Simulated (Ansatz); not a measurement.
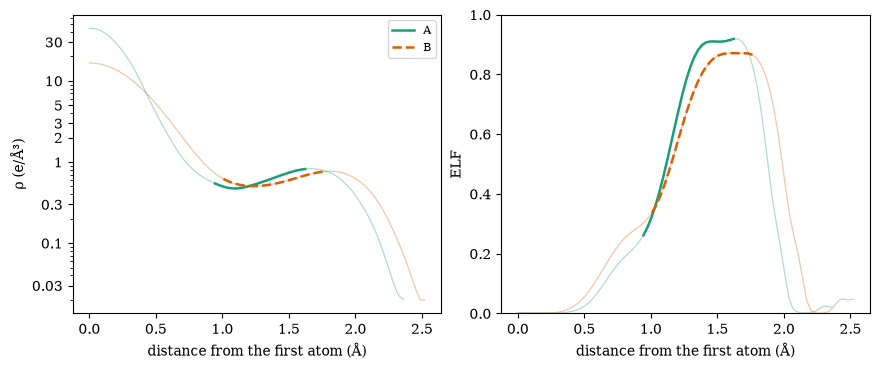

Figure 1: ZnSnP2. Valence pseudo-density and ELF along straight lines between neighbouring atoms. Thin, pale parts lie inside the atomic spheres.

Space group I-42d; a structure from a database of computed crystals, not necessarily the ambient phase.

Computed with Ansatz, DFT PBEsol, scalar-relativistic, plane waves, PAW.

In a PAW calculation such maps are meaningful between the atoms, not at the nuclei.

**Which curve belongs to which contact (Sn–P and Zn–P)? The first atom named is at distance zero.**

Curve A: Zn–P (2.36 Å): ρ is about 0.49 e/Å³ halfway; the ELF peaks at about 0.90 in the valence shell of P, 0.7 Å from its nucleus, and is about 0.65 at the midpoint. Curve B: Sn–P (2.52 Å): ρ at the midpoint is about 0.51 e/Å³; the ELF peaks at about 0.85 in the valence shell of P, 0.9 Å from its nucleus, and is about 0.65 at the midpoint.
